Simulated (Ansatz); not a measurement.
# Run report: WS2, geometry relaxation (part 2 of 2)

The same run, continued: WS2 (slab, 12 atoms in the cell); DFT PBE+D3(BJ), scalar-relativistic, plane waves, PAW, no spin polarisation (Ansatz 0.2.0); cutoff 420 eV, 3×3×1 k-mesh, Gaussian smearing of 0.05 eV. The structure derives from an entry of the Crystallography Open Database. The input holds or restrains some coordinates. Forces given for the steps count only the free coordinates. It belongs to a series of runs on one base structure; here: clean slab, lower planes held.

Geometry of the input (Å; fractional positions):
```
6.3144  0.0000  0.0000
-3.1572  5.4684  0.0000
0.0000  0.0000  19.1453
S  0.6667  0.3333  0.4179
S  0.6667  0.8333  0.4179
S  0.1667  0.3333  0.4179
S  0.1667  0.8333  0.4179
W  0.3333  0.1667  0.5000
W  0.3333  0.6667  0.5000
W  0.8333  0.1667  0.5000
W  0.8333  0.6667  0.5000
S  0.6667  0.3333  0.5821
S  0.6667  0.8333  0.5821
S  0.1667  0.3333  0.5821
S  0.1667  0.8333  0.5821
```

```
SCF converged after 6 iterations
Free energy (F): -48769.429857 eV
Harris-Foulkes:  -48769.429857 eV  (|F-HF|=1.08e-8)
Internal energy: -48769.429857 eV  (E = F + TS)
E sigma→0 (E₀):  -48769.429857 eV
Fermi energy:    0.687626 eV
Dipole field:    D = -0.000022 V/Å  (p = -0.000082 e·Å, saw-weighted, corrected)
Work function:   Φ+ = 4.7152 eV   Φ− = 4.7148 eV
Levels:          The Fermi level and band energies are counted from a zero that moves with the ramp; work functions are not
--- Per-component energies (eV) ---
  E_band       = -1925.986120
  E_kinetic    = 2665.567649
  E_local      = -59938.865448  (includes V_loc(G=0)·N_el)
  E_nonlocal   = 229.183323
  E_hartree    = 28659.249550
  E_xc         = -1848.606205
  E_vxc        = -1659.999778  (∫ρ·V_xc dr)
  E_paw        = -39052.536119  (= ΣΔE_a)
  E_vpaw       = -540.396103  (= ΣTr[D̂ρ^β])
  E_aug_tail   = -0.000245  (compensation charges beyond the density's cutoff)
  E_efield     = 0.000000  (sawtooth field / dipole correction)
  E_vefield    = 0.000010  (∫n·V_field dr)
  E_ewald      = 20520.307799
  E_disp       = -3.730161  (pairwise vdW)
  E_smearing   = -0.000000  (= −TS)
  E_closure    = 0.000000  (closes the sum)
  Σ components = -48769.429857   (vs F -48769.429857, Δ=0.00e0)
--- Forces (eV/Å), atoms counted from 1 ---
  atom   1  S      0.00000000     0.00000000     0.00007376
  atom   2  S      0.00000000     0.00000000     0.00007376
  atom   3  S      0.00000000     0.00000000     0.00007376
  atom   4  S     -0.00000000     0.00000000     0.00007376
  atom   5  W      0.00000000     0.00000000    -0.00026210
  atom   6  W     -0.00000000     0.00000000    -0.00026210
  atom   7  W      0.00000000     0.00000000    -0.00026210
  atom   8  W      0.00000000     0.00000000    -0.00026210
  atom   9  S      0.00000000     0.00000000     0.00020586
  atom  10  S      0.00000000     0.00000000     0.00020586
  atom  11  S     -0.00000000     0.00000000     0.00020586
  atom  12  S     -0.00000000     0.00000000     0.00020586
  max |Σ_I F_I| component: 7.01e-5 eV/Å
--- Band table (eV) ---
  k-point 0: bands = ["-74.2049", "-74.1860", "-74.1860", "-74.1860", "-38.6805", "-38.6805", "-38.6805", "-38.5037", "-38.4363", "-38.4363", "-38.4363", "-38.4052", "-38.4052", "-38.4052", "-38.3199", "-38.3199", "-15.1151", "-13.4833", "-12.9177", "-12.9177", "-12.9177", "-12.6966", "-12.6966", "-12.6966", "-6.8284", "-6.8284", "-6.8284", "-6.7070", "-5.5016", "-5.5016", "-5.5016", "-4.7375", "-4.7375", "-4.7375", "-3.6752", "-3.6752", "-3.6752", "-3.0869", "-3.0869", "-2.4819", "-2.4781", "-2.4781", "-2.4781", "-1.8391", "-1.8391", "-1.4853", "-1.4853", "-1.4853", "-1.2290", "-1.2290", "-1.2290", "-0.4217", "2.6661", "2.6661", "2.6842", "2.6842", "2.6842", "2.7955", "2.7955", "3.0948", "3.0948", "3.0948", "3.7695", "3.7695"]
  k-point 1: bands = ["-74.2002", "-74.1908", "-74.1860", "-74.1860", "-38.6355", "-38.6355", "-38.5924", "-38.4869", "-38.4533", "-38.4519", "-38.4519", "-38.4364", "-38.4364", "-38.4122", "-38.3840", "-38.3414", "-14.6619", "-13.5953", "-13.3137", "-12.9429", "-12.9429", "-12.9252", "-12.6771", "-12.6771", "-6.2807", "-6.2807", "-6.1851", "-6.0937", "-5.5693", "-5.5693", "-4.8437", "-4.7951", "-4.5601", "-4.5601", "-4.0969", "-3.8154", "-3.8154", "-3.4883", "-3.3300", "-3.0744", "-3.0744", "-2.6529", "-2.4555", "-2.3117", "-2.3117", "-2.2569", "-1.8195", "-1.7038", "-1.5233", "-0.8864", "-0.8864", "-0.7091", "2.0609", "2.3002", "2.3043", "2.3043", "2.3449", "2.4681", "2.5739", "3.1143", "3.1143", "3.3757", "3.3869", "3.3869"]
  k-point 2: bands = ["-74.1931", "-74.1931", "-74.1931", "-74.1837", "-38.5894", "-38.5544", "-38.5308", "-38.5308", "-38.5308", "-38.4617", "-38.4617", "-38.4617", "-38.4279", "-38.3908", "-38.3908", "-38.3908", "-13.8918", "-13.8918", "-13.8918", "-13.0261", "-13.0261", "-13.0261", "-12.5876", "-12.5208", "-6.1089", "-5.6841", "-5.6302", "-5.6302", "-5.6302", "-4.8947", "-4.8947", "-4.8947", "-4.8102", "-4.2696", "-4.2696", "-4.2696", "-4.1747", "-3.7563", "-3.7563", "-3.7563", "-3.5721", "-2.7146", "-2.5247", "-2.5247", "-2.5247", "-1.6638", "-1.6638", "-1.6638", "-1.1576", "-1.1576", "-1.1576", "-0.2770", "1.6522", "1.7136", "1.7136", "1.7136", "2.5584", "2.5584", "2.5584", "2.7449", "2.7449", "2.7449", "3.0074", "3.7955"]
--- Relaxed structure (3 steps of the walk, 3 accepted, 0 SCFs on fresh bases) ---
  F+E_penalty+E_count = -48769.42985673 eV   max|allowed force component| = 2.621e-4 eV/Å
  atoms:
    - { symbol: S, position: [0.6666666666666666, 0.33333333333333337, 0.41785785249999996] }
    - { symbol: S, position: [0.6666666666666666, 0.8333333333333335, 0.41785785249999996] }
    - { symbol: S, position: [0.16666666666666666, 0.33333333333333337, 0.41785785249999996] }
    - { symbol: S, position: [0.16666666666666669, 0.8333333333333335, 0.41785785249999996] }
    - { symbol: W, position: [0.33333333333333337, 0.16666666666666666, 0.5002300083693062] }
    - { symbol: W, position: [0.33333333333333337, 0.6666666666666666, 0.5002300083693062] }
    - { symbol: W, position: [0.8333333333333333, 0.16666666666666666, 0.5002300083693062] }
    - { symbol: W, position: [0.8333333333333333, 0.6666666666666666, 0.5002300083693062] }
    - { symbol: S, position: [0.6666666666666666, 0.33333333333333337, 0.5826013219800692] }
    - { symbol: S, position: [0.6666666666666666, 0.8333333333333335, 0.5826013219800692] }
    - { symbol: S, position: [0.16666666666666666, 0.33333333333333337, 0.5826013219800692] }
    - { symbol: S, position: [0.16666666666666669, 0.8333333333333335, 0.5826013219800692] }
```

**Trajectory as extended XYZ (Å, eV, eV/Å), 3 frames, from step=1 to step=3**
```
12
Lattice="6.3144 0.0000 0.0000 -3.1572 5.4684 0.0000 0.0000 0.0000 19.1453" Properties=species:S:1:pos:R:3:forces:R:3 step=1 energy=-48769.42828
S     3.1572    1.8228    8.0000    0.0000   0.0000  -0.0783
S     1.5786    4.5570    8.0000    0.0000   0.0000  -0.0783
S     0.0000    1.8228    8.0000    0.0000   0.0000  -0.0783
S    -1.5786    4.5570    8.0000    0.0000   0.0000  -0.0783
W     1.5786    0.9114    9.5732    0.0000   0.0000  -0.0204
W     0.0000    3.6456    9.5732    0.0000   0.0000  -0.0204
W     4.7358    0.9114    9.5732    0.0000   0.0000  -0.0204
W     3.1572    3.6456    9.5732    0.0000   0.0000  -0.0204
S     3.1572    1.8228   11.1453    0.0000   0.0000   0.0984
S     1.5786    4.5570   11.1453    0.0000   0.0000   0.0984
S     0.0000    1.8228   11.1453    0.0000   0.0000   0.0984
S    -1.5786    4.5570   11.1453    0.0000   0.0000   0.0984
12
Lattice="6.3144 0.0000 0.0000 -3.1572 5.4684 0.0000 0.0000 0.0000 19.1453" Properties=species:S:1:pos:R:3:forces:R:3 step=2 energy=-48769.42945
S     3.1572    1.8228    8.0000    0.0000   0.0000   0.0412
S     1.5786    4.5570    8.0000    0.0000   0.0000   0.0412
S     0.0000    1.8228    8.0000    0.0000   0.0000   0.0412
S    -1.5786    4.5570    8.0000    0.0000   0.0000   0.0412
W     1.5786    0.9114    9.5791    0.0000   0.0000   0.0068
W     0.0000    3.6456    9.5791    0.0000   0.0000   0.0068
W     4.7358    0.9114    9.5791    0.0000   0.0000   0.0068
W     3.1572    3.6456    9.5791    0.0000   0.0000   0.0068
S     3.1572    1.8228   11.1586    0.0000   0.0000  -0.0481
S     1.5786    4.5570   11.1586    0.0000   0.0000  -0.0481
S     0.0000    1.8228   11.1586    0.0000   0.0000  -0.0481
S    -1.5786    4.5570   11.1586    0.0000   0.0000  -0.0481
12
Lattice="6.3144 0.0000 0.0000 -3.1572 5.4684 0.0000 0.0000 0.0000 19.1453" Properties=species:S:1:pos:R:3:forces:R:3 step=3 energy=-48769.42986
S     3.1572    1.8228    8.0000    0.0000   0.0000   0.0001
S     1.5786    4.5570    8.0000    0.0000   0.0000   0.0001
S     0.0000    1.8228    8.0000    0.0000   0.0000   0.0001
S    -1.5786    4.5570    8.0000    0.0000   0.0000   0.0001
W     1.5786    0.9114    9.5770    0.0000   0.0000  -0.0003
W     0.0000    3.6456    9.5770    0.0000   0.0000  -0.0003
W     4.7358    0.9114    9.5770    0.0000   0.0000  -0.0003
W     3.1572    3.6456    9.5770    0.0000   0.0000  -0.0003
S     3.1572    1.8228   11.1541    0.0000   0.0000   0.0002
S     1.5786    4.5570   11.1541    0.0000   0.0000   0.0002
S     0.0000    1.8228   11.1541    0.0000   0.0000   0.0002
S    -1.5786    4.5570   11.1541    0.0000   0.0000   0.0002
```

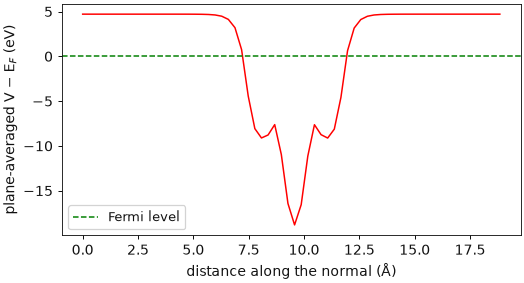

Fig. 1: Plane average of the electrostatic potential energy of an electron across the cell, from the Fermi level. The vacuum level lies 4.72 eV above the Fermi level.

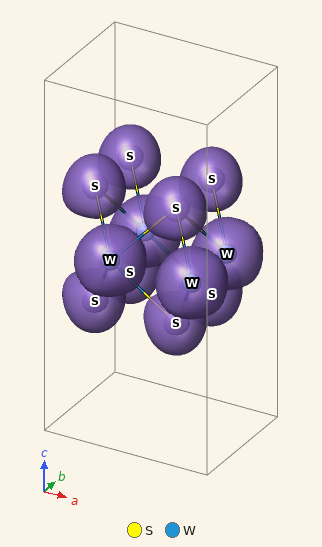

Fig. 2: Isosurface of the valence pseudo-density at 0.8 e/Å³ (purple), seen slightly off an axis. Sticks mark near contacts. At this value the density breaks into separate islands; it holds about 55 % of the electrons treated as valence (semicore included). It is pinched off along the W–S (2.41 Å) contacts. On the grid the lowest density along these lines, outside the cores, is 0.63 e/Å³ (W–S, 2.41 Å). The fields are those of the smooth PAW valence density.

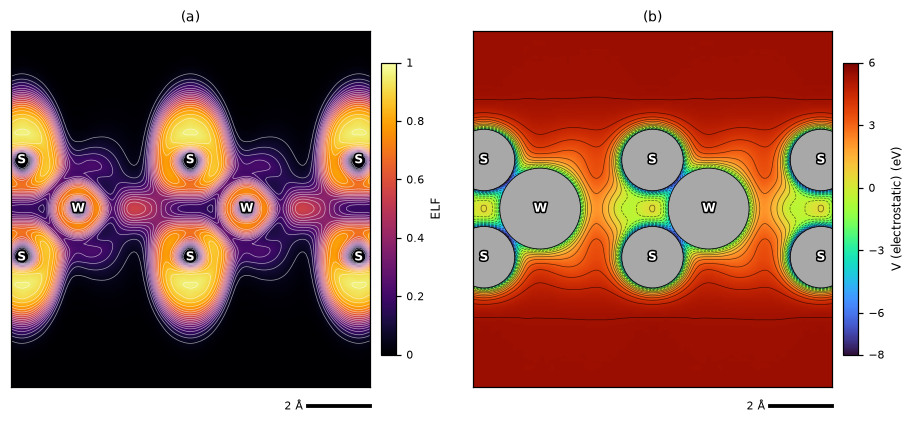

Fig. 3: (a) ELF; (b) electrostatic potential energy of an electron on the (110) plane of the calculation cell, a cut from vacuum to vacuum. Grey discs, where drawn, cover atomic cores. The section cuts through S and W sites. W–S (2.41 Å): the ELF is about 0.50 at the midpoint. The strong features right at W lie inside the PAW spheres (semicore, d or f shells) and say nothing about bonding.

**Summary**

```csv
quantity,value
outcome,converged under the restraints of the input
electrons treated,104
free energy,−48769.4299 eV
"work function, top face",4.72 eV
"work function, bottom face",4.71 eV
Fermi energy,0.688 eV
gap on the k-point mesh,1.93 eV
final volume,661.08 Å³
work function (upper face),4.72 eV
"largest force (length of the vector) at the end, held atoms and coordinates included",under 0.001 eV/Å
wall time,7.5 s (CPU time 28 s)
peak memory,1 GiB
```

**Notes**

Spin–orbit coupling is left out, which matters for W.
